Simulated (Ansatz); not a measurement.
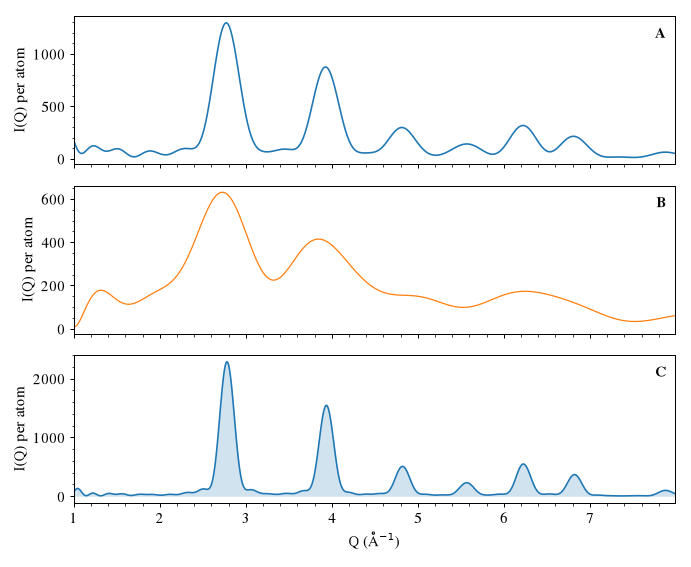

X-ray scattering of spheres cut from the crystal structure of Co (Pm-3m, a = 2.255 Å, b = 2.255 Å, c = 2.255 Å, α = 90.00°, β = 90.00°, γ = 90.00°), calculated atom by atom with the Debye equation (B = 0.5 Å², no relaxation of the surface). It is based on the input geometry of an electronic-structure calculation (not necessarily at equilibrium); the starting structure was generated, so it need not be a known form of this composition.

**The spheres are 10, 20 and 36 Å across. Which curve is which?**

curve A: 20 Å (365 atoms); curve B: 10 Å (33 atoms); curve C: 36 Å (2103 atoms). Peak widths go roughly as 2π/D, so the largest sphere has the sharpest peaks.

**Index the main peaks of the largest sphere.**

Q ≈ 2.78 Å⁻¹: 100; Q ≈ 3.94 Å⁻¹: 110; Q ≈ 4.82 Å⁻¹: 111; Q ≈ 5.57 Å⁻¹: 200; Q ≈ 6.23 Å⁻¹: 210; Q ≈ 6.82 Å⁻¹: 211.
